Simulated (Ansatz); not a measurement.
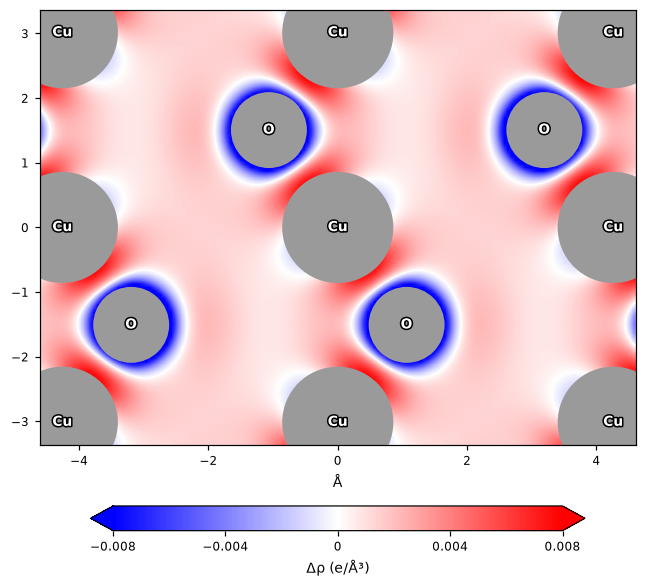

Cu2O: difference of two self-consistent densities at the same geometry, ρ(PBEsol) − ρ(PBE), on the (110) plane of the conventional cell. Grey discs cover the cores, where the PAW densities can't be compared. Cores are masked to 0.9 Å (Cu) and 0.6 Å (O).

Space group Pn-3m; spin-polarised.

Both runs: Ansatz, scalar-relativistic, plane waves and PAW, same cutoff, k-points and PAW files (made with PBE).

What differs between the two levels of theory?

Answer. Against PBE, and outside the masked cores, the largest gain lies in the shortest Cu–O contact, between the masked cores, and the largest loss lies at the edge of the masked core of O. Bader charges are Cu +0.54 and O −1.08 e with PBE and Cu +0.54 and O −1.07 e with PBEsol. At this volume the pressure is 3 GPa with PBE and −3 GPa with PBEsol. The gap on the mesh is 0.53 eV with PBE and 0.50 eV with PBEsol.
